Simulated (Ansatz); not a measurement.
**WSi2: geometry relaxation (part 2 of 2)**

Continued. System: WSi2 (I4/mmm, 3 atoms in the cell). Method: DFT PBE, scalar-relativistic, plane waves, PAW, no spin polarisation (Ansatz 0.2.0); cutoff 420 eV, 18×18×18 k-mesh, Gaussian smearing of 0.1 eV. The structure derives from an entry of the Crystallography Open Database.

Geometry of the input (Å; fractional positions):
```
-1.6069  1.6069  3.9150
1.6069  -1.6069  3.9150
1.6069  1.6069  -3.9150
Si 0.3347  0.3347  0.0000
Si 0.6653  0.6653  0.0000
W  0.0000  0.0000  0.0000
```

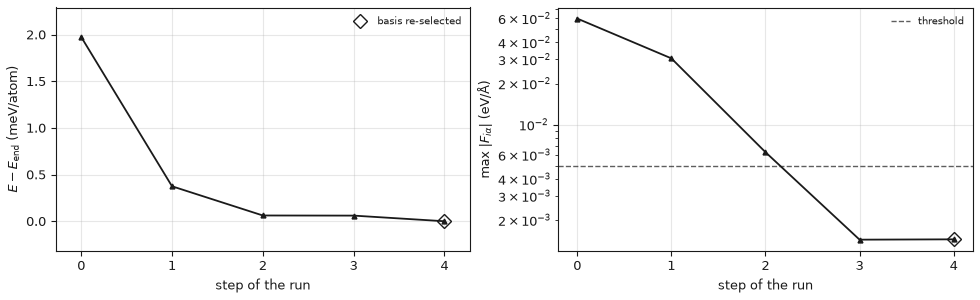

Progress of the relaxation, step by step (the first geometry is step 0 here and step 1 in the log). Over 3 geometry steps the energy falls by 1.9 meV per atom. Largest force component: 0.06 eV/Å at the start, 0.0014 eV/Å at the end. The pressure goes from 3.28 to 0.01 GPa. The atoms keep their places relative to the cell (all moves are under 0.005 Å). The volume changes by +1.4 %, with a = b 3.214 → 3.229 Å (+0.5 %), c 7.830 → 7.867 Å (+0.5 %). Distances before and after: Si1–W3 2.615 → 2.628 Å. The space group stays I4/mmm (No. 139). A last SCF at the same geometry on a re-selected plane-wave basis shifts the energy by −0.1 meV per atom. (Atoms are counted from 1 in the order of the input.)

```
basis re-selected at this cell: Δ(F+E_penalty+E_count) = -1.814e-4 eV, ΔP = +0.004 GPa vs the last step (what re-selecting the basis moved, of the pressure what is left beyond the Pulay correction that the steps carried, after the strain that the cell walked since its last selection, with what the two solves' SCF thresholds leave and, on support functions, any second-order correction that the steps lacked; it is no measure of the basis error at this ecutwfc). This SCF's stress stands 1.60e-2 GPa from its target on what of the cell is left free (relax.cell.stress_tol is 5.00e-2 GPa) and its largest allowed force component is 1.45e-3 eV/Å (relax.f_tol is 5.00e-3 eV/Å): within both
SCF converged after 4 iterations
Free energy (F): -11657.461769 eV
Harris-Foulkes:  -11657.461769 eV  (|F-HF|=7.28e-12)
Internal energy: -11657.460867 eV  (E = F + TS)
E sigma→0 (E₀):  -11657.461318 eV
Entropy (-TS):   -0.000902 eV (-0.301 meV/atom)
Fermi energy:    16.478873 eV
--- Per-component energies (eV) ---
  E_band       = -85.619463
  E_kinetic    = 540.147474
  E_local      = -955.953215  (includes V_loc(G=0)·N_el)
  E_nonlocal   = 50.493229
  E_hartree    = 374.130258
  E_xc         = -381.517684
  E_vxc        = -338.054012  (∫ρ·V_xc dr)
  E_paw        = -9588.250502  (= ΣΔE_a)
  E_vpaw       = -130.513381  (= ΣTr[D̂ρ^β])
  E_aug_tail   = -0.000070  (compensation charges beyond the density's cutoff)
  E_ewald      = -1696.510358
  E_smearing   = -0.000902  (= −TS)
  E_closure    = -0.000000  (closes the sum)
  Σ components = -11657.461769   (vs F -11657.461769, Δ=0.00e0)
--- Forces (eV/Å), atoms counted from 1 ---
  atom   1  Si     0.00000000     0.00000000     0.00144649
  atom   2  Si     0.00000000     0.00000000    -0.00144649
  atom   3  W      0.00000000     0.00000000    -0.00000000
  max |Σ_I F_I| component: 1.25e-16 eV/Å
--- Stress (GPa, compression-positive) ---
        0.004224       0.000000       0.000000
        0.000000       0.004224      -0.000000
       -0.000000       0.000000       0.015968
  P = ⅓ Tr σ = 0.0081 GPa (0.081 kbar)
--- Band table (eV; the first three rows and the last of 480) ---
  k-point 0: bands = ["-57.3335", "-21.6226", "-21.6041", "-21.6041", "2.5198", "9.7194", "12.7226", "13.2251", "13.6699", "13.6699", "17.0800", "19.1339", "19.4582", "19.5179", "19.5179"]
  k-point 1: bands = ["-57.3330", "-21.6214", "-21.6102", "-21.6095", "2.6188", "9.8097", "12.3831", "13.2454", "13.4138", "14.0267", "16.5748", "18.9845", "19.5919", "19.6110", "19.7542"]
  k-point 2: bands = ["-57.3318", "-21.6274", "-21.6248", "-21.6180", "2.9114", "10.0653", "11.8711", "12.8007", "13.3105", "14.5262", "15.4810", "18.7806", "19.7859", "19.8136", "20.3365"]
  k-point 479: bands = ["-57.3333", "-21.6385", "-21.6053", "-21.6053", "4.7530", "5.5498", "12.7170", "13.9350", "15.6344", "15.6344", "15.9849", "15.9849", "17.2526", "20.9206", "21.2004"]
--- Relaxed structure (4 steps of the walk, 4 accepted, 1 SCFs on fresh bases) ---
  F+E_penalty+E_count = -11657.46176933 eV   max|allowed force component| = 1.446e-3 eV/Å   (the final SCF, on the basis selected at the relaxed cell)
  cell:  # Å, volume = 41.0144 Å³
    - [-1.6145299058829856, 1.6145299058829856, 3.9335489511912747]
    - [1.6145299058829856, -1.6145299058829856, 3.9335489511912747]
    - [1.6145299058829856, 1.6145299058829856, -3.9335489511912747]
  atoms:
    - { symbol: Si, position: [0.3345578122152829, 0.3345578122152829, 1.092417012401487e-34] }
    - { symbol: Si, position: [0.665442187784717, 0.665442187784717, 1.3452335209858312e-34] }
    - { symbol: W, position: [3.692519436129042e-20, 3.6925194361290157e-20, -2.4376505333873178e-34] }
```

## Trajectory as extended XYZ (Å, eV, eV/Å), 5 frames, from step=1 to step=5
```
3
Lattice="-1.6069 1.6069 3.9150 1.6069 -1.6069 3.9150 1.6069 1.6069 -3.9150" Properties=species:S:1:pos:R:3:forces:R:3 step=1 energy=-11657.45585 pressure_GPa=3.28
Si    0.0000    0.0000    2.6207    0.0000   0.0000  -0.0598
Si    0.0000    0.0000    5.2092    0.0000   0.0000   0.0598
W     0.0000    0.0000    0.0000    0.0000   0.0000   0.0000
3
Lattice="-1.6182 1.6182 3.9365 1.6182 -1.6182 3.9365 1.6182 1.6182 -3.9365" Properties=species:S:1:pos:R:3:forces:R:3 step=2 energy=-11657.46064 pressure_GPa=-1.15
Si    0.0000    0.0000    2.6331    0.0000   0.0000   0.0306
Si    0.0000    0.0000    5.2398    0.0000   0.0000  -0.0306
W     0.0000    0.0000    0.0000    0.0000   0.0000   0.0000
3
Lattice="-1.6145 1.6145 3.9341 1.6145 -1.6145 3.9341 1.6145 1.6145 -3.9341" Properties=species:S:1:pos:R:3:forces:R:3 step=3 energy=-11657.46158 pressure_GPa=-0.03
Si    0.0000    0.0000    2.6322    0.0000   0.0000   0.0063
Si    0.0000    0.0000    5.2361    0.0000   0.0000  -0.0063
W     0.0000    0.0000    0.0000    0.0000   0.0000   0.0000
3
Lattice="-1.6145 1.6145 3.9335 1.6145 -1.6145 3.9335 1.6145 1.6145 -3.9335" Properties=species:S:1:pos:R:3:forces:R:3 step=4 energy=-11657.46159 pressure_GPa=0.00
Si    0.0000    0.0000    2.6320    0.0000   0.0000   0.0014
Si    0.0000    0.0000    5.2351    0.0000   0.0000  -0.0014
W     0.0000    0.0000    0.0000    0.0000   0.0000   0.0000
3
Lattice="-1.6145 1.6145 3.9335 1.6145 -1.6145 3.9335 1.6145 1.6145 -3.9335" Properties=species:S:1:pos:R:3:forces:R:3 step=5 energy=-11657.46177 pressure_GPa=0.01
Si    0.0000    0.0000    2.6320    0.0000   0.0000   0.0014
Si    0.0000    0.0000    5.2351    0.0000   0.0000  -0.0014
W     0.0000    0.0000    0.0000    0.0000   0.0000   0.0000
```

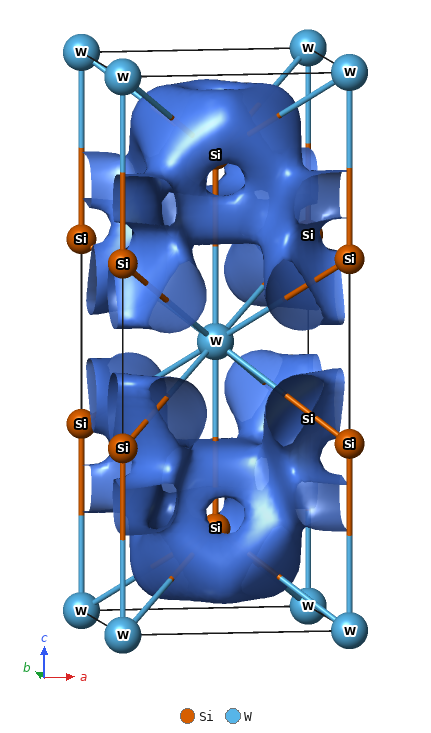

Isosurface of the ELF at 0.55 (blue), seen slightly off an axis. Core shells and regions of very low density are left out. Sticks mark near contacts. The outline is the cell set on symmetry axes. The ELF exceeds this value in sheets that run through the cell in two directions, counted in one cell of 6 atoms. Profiles from the grid: Si–W (2.63 Å): the ELF is about 0.45 at the midpoint. In a PAW calculation such maps are meaningful between the atoms, not at the nuclei.

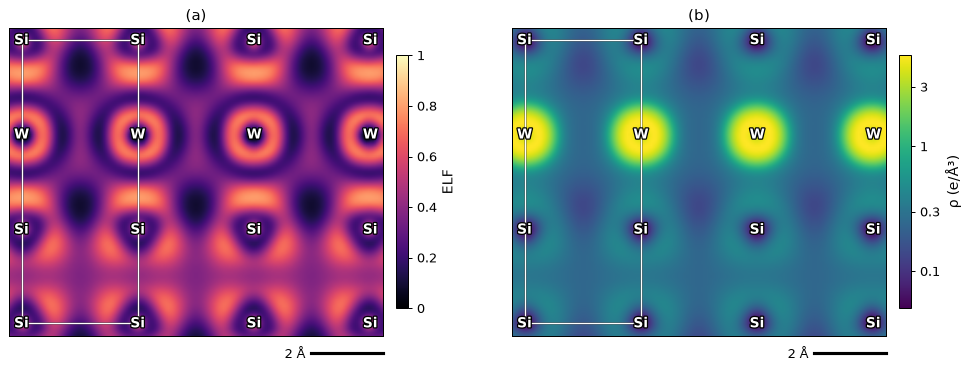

(a) ELF; (b) valence pseudo-density on the (010) plane of the conventional cell. Si–W (2.63 Å): ρ is about 0.41 e/Å³ halfway; the ELF is about 0.45 at the midpoint. Away from the nuclei the density in this plane falls to 0.14 e/Å³ at its lowest. The strong features right at W lie inside the PAW spheres (semicore, d or f shells) and say nothing about bonding.

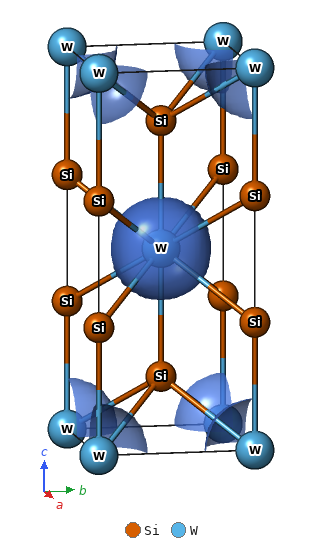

Isosurface of the valence pseudo-density at 0.6 e/Å³ (blue), seen slightly off an axis. Sticks mark near contacts. The outline is the cell set on symmetry axes. At this value the density breaks into separate islands; it holds about 45 % of the electrons treated as valence (semicore included). It is pinched off along the Si–W (2.63 Å) contacts. On the grid the lowest density along these lines, outside the cores, is 0.41 e/Å³ (Si–W, 2.63 Å).
